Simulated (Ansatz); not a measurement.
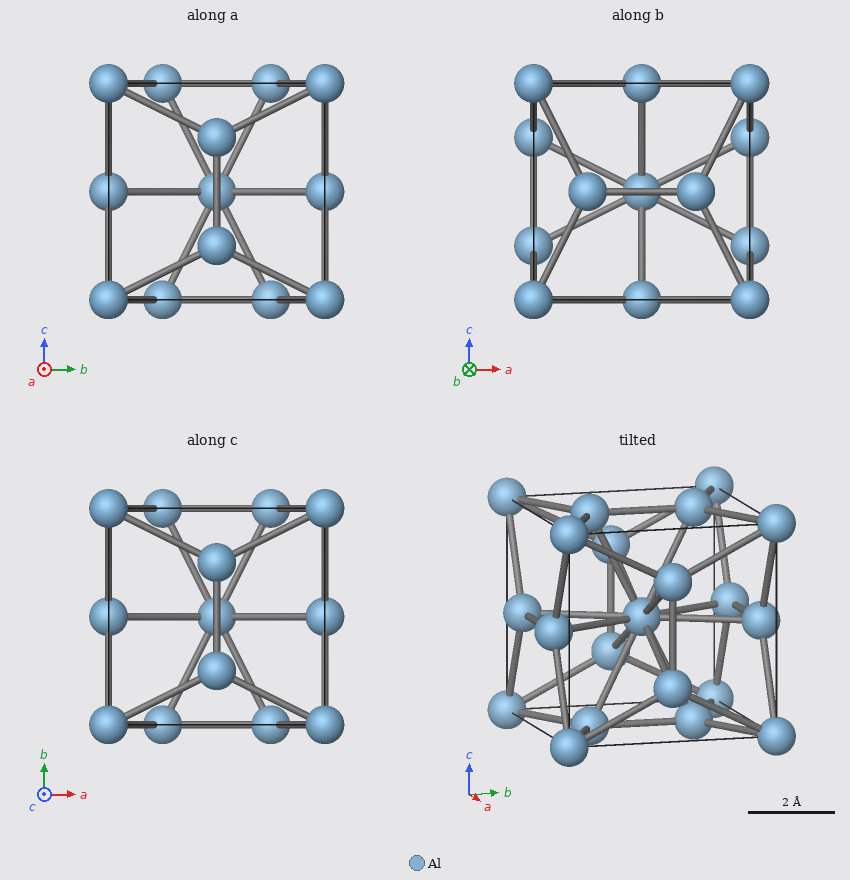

We look at a ball-and-stick model of the crystal along the a axis, along the b axis, along the c axis and slightly off an axis. The lines enclose the conventional unit cell; boundary atoms appear with their images.

Lattice parameters: a = 5.0723 Å, b = 5.0723 Å, c = 5.0723 Å, α = 90.000°, β = 90.000°, γ = 90.000°.

**From the views, write a CIF with its space group and independent sites.**

```cif
data_structure
_symmetry_space_group_name_H-M 'P m -3 n'
_symmetry_Int_Tables_number 223
_cell_length_a 5.0723
_cell_length_b 5.0723
_cell_length_c 5.0723
_cell_angle_alpha 90.000
_cell_angle_beta 90.000
_cell_angle_gamma 90.000
_cell_volume 130.50
loop_
_atom_site_label
_atom_site_type_symbol
_atom_site_symmetry_multiplicity
_atom_site_Wyckoff_symbol
_atom_site_fract_x
_atom_site_fract_y
_atom_site_fract_z
_atom_site_occupancy
Al1 Al 2 a 0.0000 0.0000 0.0000 1
Al2 Al 6 c 0.2500 0.0000 0.5000 1
```

The cell started as a structure type filled with this element by a generator (whether the element takes this form wasn't checked). The geometry was optimised with DFT, r2SCAN, plane waves (500 eV) with PAW, scalar-relativistic (Ansatz 0.2.0).
